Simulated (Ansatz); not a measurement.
## ZrH3 (Pm-3m): the cell at rest

Aim: bring ZrH3 (Pm-3m) to small forces and stress, as phonons need.

Main program and level: Ansatz 0.2.0; DFT PBEsol+D3(BJ), scalar-relativistic, plane waves, PAW.

**1. The starting structure**

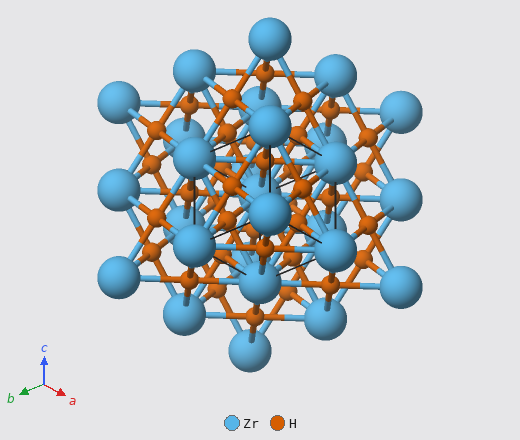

The cell as given, from a free direction (zirconium blue, hydrogen orange). 2×2×2 cells are drawn. Some periodic images of atoms are drawn too.

**2. Probe on a coarse mesh**

A quick single point on a coarse mesh tells whether the cell has a gap and how far it is from rest, which sets the k mesh and smearing that follow.

The input, input.yaml:

```yaml
crystal:
  lattice:
    - [3.126038, 0.0, 0.0]
    - [0.0, 3.126038, 0.0]
    - [0.0, 0.0, 3.126038]
  atoms:
    - { symbol: Zr, position: [0.0, 0.0, 0.0] }
    - { symbol: H, position: [0.0, 0.5, 0.5] }
    - { symbol: H, position: [0.5, 0.0, 0.5] }
    - { symbol: H, position: [0.5, 0.5, 0.0] }
kpoints:
  mp_grid: { grid: [6, 6, 6] }
hamiltonian:
  xc: pbesol
  dispersion: d3bj
scf:
  occupations: { method: gaussian, width: 0.1 }
output:
  forces: true
  stress: true
  eigenvalues: true
```

Run with:

```bash
ansatz run input.yaml --threads 4 --pin off --max-ram 7168MiB --backend cpu --events-out ev --progress --plain --runs-dir out
```

Numbers of over 12 decimals in the logs are rounded to 6 here.

Log:

```text
Engine: ansatz 0.2.0, aarch64-unknown-linux-gnu
Pseudopotentials: kind: paw
Pseudopotential: Zr, paw, valence charge 12, recommended cutoff 420 eV (normal), Zr.paw.azcp
Pseudopotential: H, paw, valence charge 1, recommended cutoff 420 eV (normal), H.paw.azcp
Functional definition: PBEsol
  exchange = pbesol_x
  correlation = pbesol_c
Crystal: 4 atoms, lattice volume = 30.548 Å³
[...]
--- Band table (eV; the first three rows and the last of 20) ---
  k-point 0: bands = [... 4 lower, 1.5772, 7.6126, 7.6126, 15.4871, 15.4871, 15.4871, 17.6818, 17.6818]
  k-point 1: bands = [... 4 lower, 2.1022, 7.6411, 7.9838, 14.4754, 14.4754, 15.5524, 16.2379, 16.6398]
  k-point 2: bands = [... 4 lower, 3.4659, 6.9675, 9.0606, 13.1674, 13.1674, 13.6463, 15.6873, 16.5952]
  k-point 19: bands = [... 4 lower, 5.9022, 5.9022, 5.9022, 15.2392, 17.3349, 17.3349, 17.7731, 17.7731]
[key lines of the parts left out:]
SCF converged after 6 iterations
Free energy (F): -4177.692582 eV
Fermi energy:    11.719042 eV
P = ⅓ Tr σ = -7.9616 GPa (-79.616 kbar)
```

Run time: 0.32 s. Hardware: 4 threads of Arm Neoverse V2, shared host; peak memory 0.27 GiB; 0.73 s of CPU time.

Numbers from this step:

```yaml
pressure: -7.962 GPa
volume_per_atom: 7.637 Å³
gap_on_the_k_mesh: 0 eV
```

The coarse mesh shows no gap and a pressure of -8.0 GPa.

**3. Relaxation**

The cell and atoms are relaxed, since residual forces and stress would shift the frequencies.

Changes to input.yaml since step 2:

```diff
@@ -11,3 +11,3 @@
 kpoints:
-  mp_grid: { grid: [6, 6, 6] }
+  mp_grid: { grid: [12, 12, 12] }
 hamiltonian:
@@ -21 +21,6 @@
   eigenvalues: true
+relax:
+  adjacent_minimum: "off"
+  f_tol: 0.005
+  max_steps: 80
+  cell: { stress_tol: 0.05 }
```

Log:

```text
[...]
Crystal: 4 atoms, lattice volume = 30.548 Å³
Basis set: ecut = 420 eV, 619 PW (Γ), exchange–correlation on 48×48×48 points (8 copies of the dense FFT grid, shifted against one another)
Bands: 12, of which v1, the nominal top of the filled ones, is band 8 counted from 1 (7 counted from 0)
Symmetry: 48 space group operations
[...]
k-points: 84 of 1728
[...]
SCF iter   1: F=—  HF=-4177.746792 eV  |F-HF|=—  |Δ(HF+E_count)|=         —  Δρ=1.07e-2  dr2=2.34e-2  ethr=1.77e-3  ⟨swp⟩=5.0  Hψ=5104  notcnv=0
[...]
SCF iter   6: F=-4177.739800 eV  HF=-4177.739800 eV  |F-HF|=1.30e-10  |Δ(HF+E_count)|=   3.75e-8  Δρ=3.84e-6  dr2=1.43e-9  ethr=6.67e-10  ⟨swp⟩=5.6  Hψ=3672  notcnv=0
SCF 1 converged in 6 iterations: F = -4177.739800 eV  dr2 = 1.43e-9
[...]
relax step   1: F+E_penalty+E_count = -4177.73980050 eV  Δ(F+E_penalty+E_count) = +0.000e0 eV  max|allowed force component| = 9.892e-31 eV/Å  Δτ_max = 0.0000 Å  P = -8.581 GPa  Ω = 30.548 Å³  (6 SCF iters, dr2 threshold 1.00e-7 eV, accepted)
Crystal: 4 atoms, lattice volume = 26.295 Å³
Basis set: ecut = 420 eV, 485 PW (Γ), exchange–correlation on 48×48×48 points (8 copies of the dense FFT grid, shifted against one another)
[...]
iter 1 solved again at ethr=2.37e-4 eV; its pass at ethr=3.10e-3 eV (dr2=3.55e-2 eV) is discarded
[...]
SCF iter   6: F=-4177.705907 eV  HF=-4177.705907 eV  |F-HF|=8.81e-10  |Δ(HF+E_count)|=   6.99e-9  Δρ=2.97e-6  dr2=4.97e-10  ethr=2.57e-10  ⟨swp⟩=1.6  Hψ=3092  notcnv=0
SCF 2 converged in 6 iterations: F = -4177.705907 eV  dr2 = 4.97e-10
relax step   2: F+E_penalty+E_count = -4177.70590700 eV  Δ(F+E_penalty+E_count) = +3.389e-2 eV  max|allowed force component| = 2.101e-31 eV/Å  Δτ_max = 0.0000 Å  P = +14.064 GPa  Ω = 26.295 Å³  energy of the carried Pulay correction = +4.955e-3 eV  (6 SCF iters, dr2 threshold 4.00e-7 eV, rejected (line search))
Crystal: 4 atoms, lattice volume = 28.784 Å³
Basis set: ecut = 420 eV, 587 PW (Γ), exchange–correlation on 48×48×48 points (8 copies of the dense FFT grid, shifted against one another)
[...]
SCF iter   7: F=-4177.796513 eV  HF=-4177.796513 eV  |F-HF|=2.73e-12  |Δ(HF+E_count)|=  2.82e-11  Δρ=1.41e-7  dr2=3.84e-12  ethr=1.00e-12  ⟨swp⟩=4.4  Hψ=3277  notcnv=0
SCF 3 converged in 7 iterations: F = -4177.796513 eV  dr2 = 3.84e-12
relax step   3: F+E_penalty+E_count = -4177.79651265 eV  Δ(F+E_penalty+E_count) = -5.671e-2 eV  max|allowed force component| = 2.306e-31 eV/Å  Δτ_max = 0.0000 Å  P = -1.009 GPa  Ω = 28.784 Å³  energy of the carried Pulay correction = +1.968e-3 eV  (7 SCF iters, accepted)
[...]
relax step   4: F+E_penalty+E_count = -4177.79737602 eV  Δ(F+E_penalty+E_count) = -8.634e-4 eV  max|allowed force component| = 1.993e-30 eV/Å  Δτ_max = 0.0000 Å  P = -0.032 GPa  Ω = 28.589 Å³  energy of the carried Pulay correction = +2.194e-3 eV  (4 SCF iters, dr2 threshold 4.00e-7 eV, accepted)
[...]
relax step   5: F+E_penalty+E_count = -4177.79544834 eV  Δ(F+E_penalty+E_count) = +1.928e-3 eV  max|allowed force component| = 2.180e-30 eV/Å  Δτ_max = 0.0000 Å  P = -0.079 GPa  Ω = 28.589 Å³  stress off target by 7.93e-2 GPa  SCF on the basis re-selected at this cell (its energy is not comparable with the rows above)  (5 SCF iters)
[...]
relax step   6: F+E_penalty+E_count = -4177.79547030 eV  Δ(F+E_penalty+E_count) = -2.196e-5 eV  max|allowed force component| = 4.910e-31 eV/Å  Δτ_max = 0.0000 Å  P = -0.002 GPa  Ω = 28.573 Å³  energy of the carried Pulay correction = +1.810e-5 eV  (3 SCF iters, dr2 threshold 1.57e-8 eV, accepted)
[...]
SCF iter   4: F=-4177.795470 eV  HF=-4177.795470 eV  |F-HF|=0.00e0  |Δ(HF+E_count)|=  1.09e-11  Δρ=5.78e-8  dr2=6.58e-13  ethr=1.00e-12  ⟨swp⟩=4.4  Hψ=3442  notcnv=0
SCF 7 converged in 4 iterations: F = -4177.795470 eV  dr2 = 6.58e-13
relax step   7: F+E_penalty+E_count = -4177.79547031 eV  Δ(F+E_penalty+E_count) = -1.223e-9 eV  max|allowed force component| = 1.839e-31 eV/Å  Δτ_max = 0.0000 Å  P = -0.002 GPa  Ω = 28.573 Å³  stress off target by 2.02e-3 GPa  SCF on the basis re-selected at this cell (its energy is not comparable with the rows above)  (4 SCF iters)
basis re-selected at this cell: Δ(F+E_penalty+E_count) = -1.223e-9 eV, ΔP = -0.000 GPa vs the last step (what re-selecting the basis moved, of the pressure what is left beyond the Pulay correction that the steps carried, after the strain that the cell walked since its last selection, with what the two solves' SCF thresholds leave and, on support functions, any second-order correction that the steps lacked; it is no m [...]
SCF converged after 4 iterations
Free energy (F): -4177.795470 eV
[...]
Internal energy: -4177.789571 eV  (E = F + TS)
E sigma→0 (E₀):  -4177.792521 eV
Entropy (-TS):   -0.005899 eV (-1.475 meV/atom)
Fermi energy:    12.691573 eV
[...]
--- Stress (GPa, compression-positive) ---
       -0.002015      -0.000000      -0.000000
       -0.000000      -0.002015      -0.000000
       -0.000000      -0.000000      -0.002015
  P = ⅓ Tr σ = -0.0020 GPa (-0.020 kbar)
--- Band table (eV; the first three rows and the last of 84) ---
  k-point 0: bands = [... 4 lower, 2.1922, 8.3377, 8.3377, 16.7808, 16.7808, 16.7808, 19.1008, 19.1008]
  k-point 1: bands = [... 4 lower, 2.3390, 8.3770, 8.4360, 16.4203, 16.4203, 16.8001, 18.6412, 18.6590]
  k-point 2: bands = [... 4 lower, 2.7578, 8.4213, 8.7282, 15.6517, 15.6517, 16.8536, 17.5174, 17.9401]
  k-point 83: bands = [... 4 lower, 6.5437, 6.5437, 6.5437, 16.1013, 18.8183, 18.8183, 19.3178, 19.3178]
--- Relaxed structure (5 steps of the walk, 4 accepted, 2 SCFs on fresh bases) ---
  F+E_penalty+E_count = -4177.79547031 eV   max|allowed force component| = 1.839e-31 eV/Å   (the final SCF, on the basis selected at the relaxed cell)
  cell:  # Å, volume = 28.5733 Å³
    - [3.057172, 0, 0]
    - [0, 3.057172, 0.0]
    - [0, 0.0, 3.057172]
  atoms:
    - { symbol: Zr, position: [0, 0, 0] }
    - { symbol: H, position: [0, 0.5, 0.5] }
    - { symbol: H, position: [0.5, 0, 0.5] }
    - { symbol: H, position: [0.5, 0.5, 0] }
```

Wall time 3.5 s (4 threads); peak memory 0.34 GiB.

Relaxation path:

```csv
step,energy less that of the first step (eV),largest force component (eV/Å),pressure (GPa),volume (Å³)
1,0.0000,0.0000,-8.58,30.55
2,0.0339,0.0000,14.06,26.29
3,-0.0567,0.0000,-1.01,28.78
4,-0.0576,0.0000,-0.03,28.59
5*,-0.0556,0.0000,-0.08,28.59
6,-0.0557,0.0000,0.00,28.57
7*,-0.0557,0.0000,0.00,28.57
```

Relaxation steps marked * repeat the geometry before them on a plane-wave basis chosen anew for their cell, so energy and pressure can jump there. Relaxation step 2 was tried and not accepted.

The run keeps the 48 symmetry operations that it works with, so distortions that break them were not tested.

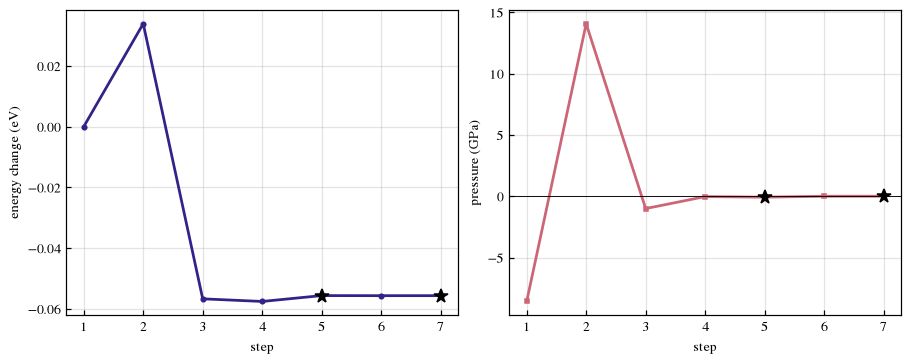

Energy and pressure along the relaxation. Stars mark steps on a basis chosen anew.

```csv
"conventional cell, symmetrised",before,after,change
a (Å),3.126,3.057,-2.2 %
b (Å),3.126,3.057,-2.2 %
c (Å),3.126,3.057,-2.2 %
volume (Å³/atom),7.64,7.14,-6.5 %
```

The relaxed structure:

```cif
data_structure
_symmetry_space_group_name_H-M 'P 1'
_symmetry_Int_Tables_number 1
_cell_length_a 3.0572
_cell_length_b 3.0572
_cell_length_c 3.0572
_cell_angle_alpha 90.000
_cell_angle_beta 90.000
_cell_angle_gamma 90.000
_cell_volume 28.57
loop_
_atom_site_label
_atom_site_type_symbol
_atom_site_fract_x
_atom_site_fract_y
_atom_site_fract_z
_atom_site_occupancy
Zr1 Zr 0.00000 0.00000 0.00000 1
H2 H 0.00000 0.50000 0.50000 1
H3 H 0.50000 0.00000 0.50000 1
H4 H 0.50000 0.50000 0.00000 1
```

This step gave:

```
pressure        : -0.002015 GPa
volume per atom : 7.143 Å³
```

In this step the volume went from 7.64 to 7.14 Å³/atom.

**4. Tight relaxation**

Phonons need a cell at rest on their own settings, so the relaxation is repeated with tight tolerances on forces and stress on the k mesh and occupations of the first response run.

input.yaml, the sections that differ from step 3:

```yaml
crystal:
  lattice:
    - [3.057172147, 0.0, 0.0]
    - [0.0, 3.057172147, 0.0]
    - [0.0, 0.0, 3.057172147]
  atoms:
    - { symbol: Zr, position: [0.0, 0.0, 0.0] }
    - { symbol: H, position: [0.0, 0.5, 0.5] }
    - { symbol: H, position: [0.5, 0.0, 0.5] }
    - { symbol: H, position: [0.5, 0.5, 0.0] }
scf:
  occupations: { method: methfessel_paxton, width: 0.15 }
relax:
  adjacent_minimum: "off"
  f_tol: 0.001
  max_steps: 60
  cell: { stress_tol: 0.01 }
# kpoints, hamiltonian, output: as in step 3
```

Log:

```text
[...]
Crystal: 4 atoms, lattice volume = 28.573 Å³
Basis set: ecut = 420 eV, 587 PW (Γ), exchange–correlation on 48×48×48 points (8 copies of the dense FFT grid, shifted against one another)
Bands: 12, of which v1, the nominal top of the filled ones, is band 8 counted from 1 (7 counted from 0)
[... 1 set-up line as in the run before ...]
[...]
k-points: 84 of 1728
[...]
--- Relaxed structure (1 steps of the walk, 1 accepted, 1 SCFs on fresh bases) ---
[...]
cell:  # Å, volume = 28.5733 Å³
    - [3.057172147, 0.0, 0.0]
    - [0.0, 3.057172147, 0.0]
    - [0.0, 0.0, 3.057172147]
  atoms:
    - { symbol: Zr, position: [0.0, 0.0, 0.0] }
    - { symbol: H, position: [0.0, 0.5, 0.5] }
    - { symbol: H, position: [0.5, 0.0, 0.5] }
    - { symbol: H, position: [0.5, 0.5, 0.0] }
[key lines of the parts left out:]
SCF converged after 5 iterations
Free energy (F): -4177.792572 eV
Fermi energy:    12.686933 eV
P = ⅓ Tr σ = 0.0033 GPa (0.033 kbar)
```

Run time: 1.1 s. Hardware: 4 threads; peak memory 0.33 GiB; 3.7 s of CPU time.

Little changed from the start: no atom moved by 0.005 Å and no cell edge by 0.1 %.

This step gave:

```
pressure : 0.003278 GPa
```

The forces vanish by symmetry and the pressure is 0.003 GPa, within the tolerances set. The cell now holds 7.14 Å³/atom.

**5. Outcome**

```json
{
 "space group after relaxation": "Pm-3m",
 "lattice constant a": "3.057 Å",
 "lattice constant b": "3.057 Å",
 "lattice constant c": "3.057 Å",
 "volume per atom": "7.14 Å³"
}
```

In words: The forces vanish by symmetry and the pressure is 0.003 GPa, within the tolerances set. The cell now holds 7.14 Å³/atom. The relaxation keeps the symmetry of its start, so it says nothing on stability against lower symmetry. The runs are without spin polarisation, although the cell has an odd electron count.

[Logs are printed without paths, hosts, clocks, repeated set-up lines and the standing remarks that a program may print on its own settings, such as how far it seeks lower states.]

[Hosts, paths, dates, database ids (printed as entryN), source tags and the programs' standing remarks are cut or masked in the printed files.]
